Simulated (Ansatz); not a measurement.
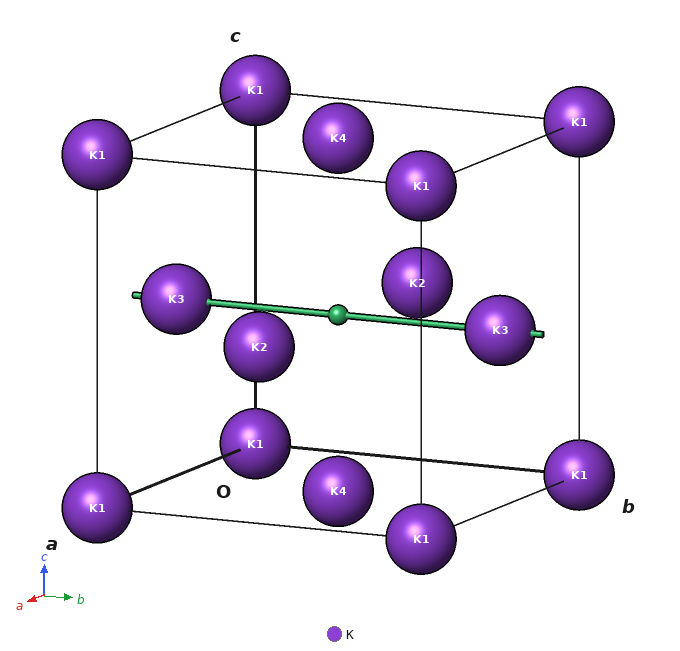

For K, the input geometry of an electronic-structure calculation (not necessarily at equilibrium): the coloured rod is the axis of a symmetry operation of the crystal, the small sphere its inversion point. Geometry calculated from the standardised cell; symmetry tolerance 0.002 Å.

a = 6.784 Å, b = 6.784 Å, c = 6.784 Å, α = 90.00°, β = 90.00°, γ = 90.00°.

```json
{"atom": "K1", "x": "0.0000", "y": "0.0000", "z": "0.0000"}
{"atom": "K2", "x": "0.0000", "y": "0.5000", "z": "0.5000"}
{"atom": "K3", "x": "0.5000", "y": "0.0000", "z": "0.5000"}
{"atom": "K4", "x": "0.5000", "y": "0.5000", "z": "0.0000"}
```

Take the operation x, y, z → −z+1, −y+1, x.

> What kind of operation is it, and where does it lie?

It is a −4 rotoinversion axis with its inversion point at (1/2, 1/2, 1/2), along [0 1 0].

> Onto which atom does it carry each atom (up to whole multiples of a, b and c)?

K1 → K1, K2 → K4, K3 → K3, K4 → K2.

> What is the crystal's space group?

Fm-3m, No. 225.
